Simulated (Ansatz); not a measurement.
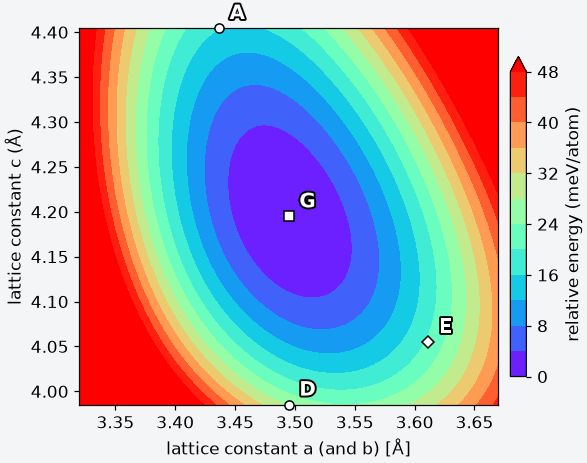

MgO (P6_3/mmc, No. 194; 4 atoms in the cell). The energy is mapped over the lattice constants a and c of the conventional cell. First axis: lattice constant a (and b). Second axis: lattice constant c. Nothing is relaxed (symmetry fixes all fractional coordinates). The scan uses a 7 × 7 grid. Points are written as (first, second). Energies are in meV/atom, from the lowest grid point. All numbers below come from Ansatz, DFT PBEsol, scalar-relativistic, plane waves, PAW. Settings: cutoff 520 eV, k-mesh 9×9×6 in the order of the run's cell vectors, gaussian smearing 0.05 eV, no spin polarisation.

Drawn: filled contours, one colour for all values above the top of the scale, lettered points. Between grid points the surface is interpolated.

Is D the lowest point of the computed grid?

Answer. No. D lies 28 meV/atom above the lowest grid point, which is at (3.495 Å, 4.195 Å).

What kind of point is each of E, G: minimum, saddle, maximum or slope?

Answer. E: on a slope; G: minimum. (In these two coordinates alone; a stationary point may lie a little off the grid point.)

PAW datasets: the set soft_1.
